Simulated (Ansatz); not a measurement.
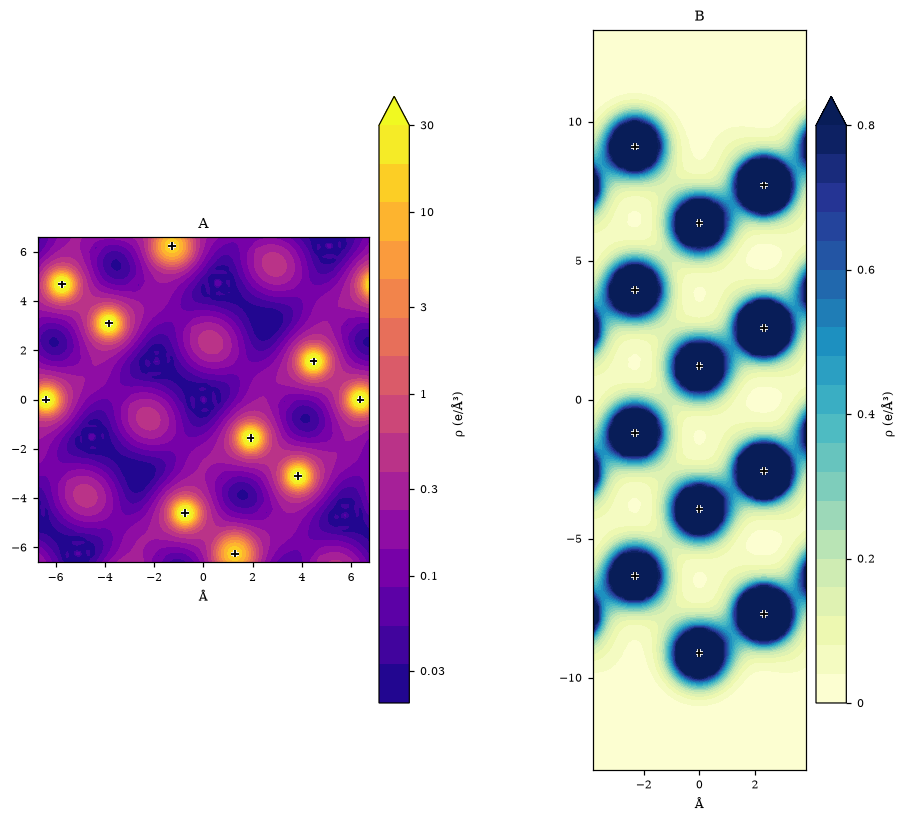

The valence pseudo-density of 2 systems, each on a plane through atoms (crosses mark nuclei in the plane).

Theory: DFT PBEsol, scalar-relativistic, plane waves, PAW (Ansatz 0.2.0).

System 1: Te₂Pt, the (110) plane of the calculation cell, a cut from vacuum to vacuum. 

```xyz
12
Lattice="4.0260 0.0000 0.0000 -2.0130 3.4866 0.0000 0.0000 0.0000 60.6060" Properties=species:S:1:pos:R:3 pbc="T T T"
Te    2.0130    1.1622    9.0964
Pt    0.0000    0.0000   10.4970
Te    0.0000    2.3244   11.8503
Te    2.0130    1.1622   14.2576
Pt    0.0000    0.0000   15.6285
Te    0.0000    2.3244   17.0024
Te    2.0130    1.1622   19.4006
Pt    0.0000    0.0000   20.7745
Te    0.0000    2.3244   22.1454
Te    2.0130    1.1622   24.5527
Pt    0.0000    0.0000   25.9060
Te    0.0000    2.3244   27.3066
```

System 2: SnGe₃₁, the (111) plane of the conventional cell. Space group P-42m; a generated structure, not necessarily the stable one.

Q: Match each panel to its system.

A: Panel A is system 2, SnGe₃₁: the plane holds Sn and Ge. Ge–Ge (2.46 Å): ρ at the midpoint is about 0.5 e/Å³. Panel B is system 1, Te₂Pt: the plane holds Te and Pt. Te–Pt (2.71 Å): ρ is about 0.47 e/Å³ halfway.
